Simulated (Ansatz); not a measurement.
## What a change does: band-structure calculation on BN

System: BN (P-6m2, 4 atoms in the cell).
Method of run 1: DFT r2SCAN, scalar-relativistic, plane waves, PAW, no spin polarisation (Ansatz 0.2.0).

The structure was made by a generator, so it may or may not be a known phase. Text and figures count atoms from 1; the logs count them from 0 in places.

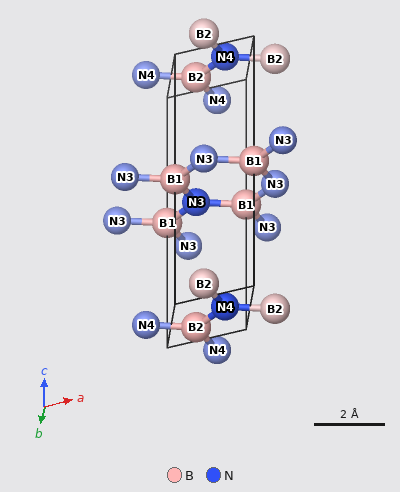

**Figure 1.** The structure (ball-and-stick view of the cell of the calculation, seen at an oblique angle; neighbours outside the cell are drawn fainter; atoms are numbered from 1 in the order of the input). An atom can appear more than once, as a periodic image. Near neighbours in the periodic cell (some may lie outside the picture): B has 3 N at 1.45 Å; N has 3 B at 1.45 Å.

**Input, run 1**
```yaml
crystal:
  lattice:
    - [2.5121490623, 0.0, 0.0]
    - [-1.2560745311, 2.175584906, 0.0]
    - [0.0, 0.0, 8.3518967055]
  atoms:
    - { symbol: B, position: [0.0, 0.0, 0.5] }
    - { symbol: B, position: [0.3333333333, 0.6666666667, 0.0] }
    - { symbol: "N", position: [0.3333333333, 0.6666666667, 0.5] }
    - { symbol: "N", position: [0.6666666667, 0.3333333333, 0.0] }
basis:
  ecutwfc: 500
kpoints:
  mp_grid: { grid: [12, 12, 4] }
  band_path: { path: [VBM, CBM], npoints: 2 }
hamiltonian:
  xc: r2scan
scf:
  occupations: { method: gaussian, width: 0.02 }
output:
  forces: false
  stress: false
  eigenvalues: true
checkpoint:
  read: start.run
  write: ck
  compress: false
  write_wavefunctions: false
  write_every: 100000
```

Command:
```bash
ansatz run input.yaml --threads 1 --pin off --max-ram 2560MiB --backend cpu --events-out ev --progress --plain --runs-dir out
```

Hardware: 1 thread of Intel Xeon @ 2.70GHz, 189 GiB of memory available, shared host.

**Output, shortened to warnings, some set-up lines, iterations and results (run 1)**
```
Basis set: ecut = 500 eV, 1165 PW (Γ), exchange–correlation on 80×80×256 points (64 copies of the dense FFT grid, shifted against one another)
Symmetry: 12 space group operations
k-points: 57 of 576 (time reversal used)
Initial density: read from a saved state, or passed on in memory by an earlier SCF of this step, an earlier step, the calling program or the single point that the run made first
[...]
SCF iter   1: F=—  HF=-1088.204372 eV  |F-HF|=—  |Δ(HF+E_count)|=         —  Δρ=2.06e-6  dr2=1.34e-9  dr2_τ=2.49e-11  ethr=5.61e-9  ⟨swp⟩=4.2  Hψ=6852  notcnv=0
SCF iter   2: F=-1088.204372 eV  HF=-1088.204372 eV  |F-HF|=9.80e-11  |Δ(HF+E_count)|=   9.70e-8  Δρ=9.92e-7  dr2=1.63e-10  dr2_τ=3.81e-11  ethr=8.37e-12  ⟨swp⟩=4.5  Hψ=2419  …
SCF 1 converged in 2 iterations: F = -1088.204372 eV  dr2 = 1.63e-10
NSCF: frozen V_eff on 28 k-points
NSCF: frozen V_eff on 28 k-points
NSCF: frozen V_eff on 28 k-points
NSCF: frozen V_eff on 28 k-points
NSCF: frozen V_eff on 4 k-points
NSCF: frozen V_eff on 11 k-points
NSCF: frozen V_eff on 13 k-points
NSCF: frozen V_eff on 6 k-points
NSCF: frozen V_eff on 6 k-points
NSCF: frozen V_eff on 6 k-points
NSCF: frozen V_eff on 3 k-points
SCF converged after 2 iterations
Free energy (F): -1088.204372 eV
Harris-Foulkes:  -1088.204372 eV  (|F-HF|=9.80e-11)
Internal energy: -1088.204372 eV  (E = F + TS)
E sigma→0 (E₀):  -1088.204372 eV
Fermi energy:    4.601692 eV
--- Per-component energies (eV) ---
  E_band       = -82.796619
  E_kinetic    = 365.674525
  E_local      = -957.163065  (includes V_loc(G=0)·N_el)
  E_nonlocal   = 113.816718
  E_hartree    = 339.484602
  E_xc         = -181.454265
  E_vxc        = -251.856590  (∫ρ·V_xc dr)
  E_paw        = -419.501600  (= ΣΔE_a)
  E_vpaw       = -46.849251  (= ΣTr[D̂ρ^β])
  E_aug_tail   = 0.000042  (compensation charges beyond the density's cutoff)
  E_vtau       = 14.611626  (kinetic-family band-sum trace: ∫τ·v_τ [+ j·A + Jᵃ·Aᵃ] dr)
  E_ewald      = -348.965316
  E_core_change = -0.096013  (= ΣΔE_core)
  E_smearing   = -0.000000  (= −TS)
  E_closure    = -0.000000  (closes the sum)
  Σ components = -1088.204372   (vs F -1088.204372, Δ=0.00e0)
```

For run 2 the input was changed thus:
```diff
-  ecutwfc: 500
+  ecutwfc: 420
-  xc: r2scan
+  xc: pbe
```

How does run 2 compare with run 1?

The total energies belong to different methods, so their difference says nothing on which is more stable or more accurate. The gap on the mesh goes from 4.63 to 4.39 eV. The functional changes from r2SCAN to PBE. The plane waves at Γ go from 1165 to 885. On the same kind of shared host run 2 took about 0.53 times as long.

**Output, shortened to warnings, some set-up lines, iterations and results (run 2)**
```
Warning: checkpoint.read: basis.xc_grid differs: saved 2, current 1 (points along each axis for each point of the dense box; where the key is left out runs that use forces, runs that use the stress, dielectric runs by a finite field, finite-displacement phonons, runs of phonons.displacement_patterns under a GGA or a meta-GGA, phonons by method: dfpt, dielectric runs by the response, runs on …
Basis set: ecut = 420 eV, 885 PW (Γ)
Symmetry: 12 space group operations
k-points: 57 of 576 (time reversal used)
Initial density: read from a saved state, or passed on in memory by an earlier SCF of this step, an earlier step, the calling program or the single point that the run made first
[...]
SCF iter   1: F=—  HF=-1084.860709 eV  |F-HF|=—  |Δ(HF+E_count)|=         —  Δρ=5.03e-6  dr2=9.85e-9  ethr=2.14e-8  ⟨swp⟩=3.5  Hψ=6510  notcnv=0
SCF iter   2: F=-1084.860709 eV  HF=-1084.860709 eV  |F-HF|=5.21e-11  |Δ(HF+E_count)|=   3.77e-8  Δρ=1.82e-6  dr2=1.13e-9  ethr=6.16e-11  ⟨swp⟩=4.6  Hψ=2247  notcnv=0
SCF 1 converged in 2 iterations: F = -1084.860709 eV  dr2 = 1.13e-9
NSCF: frozen V_eff on 28 k-points
NSCF: frozen V_eff on 28 k-points
NSCF: frozen V_eff on 28 k-points
NSCF: frozen V_eff on 28 k-points
NSCF: frozen V_eff on 4 k-points
NSCF: frozen V_eff on 16 k-points
NSCF: frozen V_eff on 18 k-points
NSCF: frozen V_eff on 11 k-points
NSCF: frozen V_eff on 11 k-points
NSCF: frozen V_eff on 6 k-points
NSCF: frozen V_eff on 3 k-points
SCF converged after 2 iterations
Free energy (F): -1084.860709 eV
Harris-Foulkes:  -1084.860709 eV  (|F-HF|=5.21e-11)
Internal energy: -1084.860709 eV  (E = F + TS)
E sigma→0 (E₀):  -1084.860709 eV
Fermi energy:    4.746547 eV
--- Per-component energies (eV) ---
  E_band       = -72.998747
  E_kinetic    = 365.511900
  E_local      = -958.448947  (includes V_loc(G=0)·N_el)
  E_nonlocal   = 115.412500
  E_hartree    = 339.147848
  E_xc         = -184.006784
  E_vxc        = -228.223651  (∫ρ·V_xc dr)
  E_paw        = -413.512109  (= ΣΔE_a)
  E_vpaw       = -45.546357  (= ΣTr[D̂ρ^β])
  E_aug_tail   = 0.000199  (compensation charges beyond the density's cutoff)
  E_ewald      = -348.965316
  E_smearing   = -0.000000  (= −TS)
  E_closure    = 0.000000  (closes the sum)
  Σ components = -1084.860709   (vs F -1084.860709, Δ=0.00e0)
```

**The two runs side by side**

```tsv
quantity	run 1	run 2
outcome	converged	converged
free energy per atom (eV)	−272.0511	−271.2152
gap on the mesh (eV)	4.63	4.39
irreducible k-points	57	57
plane waves at Γ	1165	885
wall time (shared host)	9.2 s	4.9 s
```
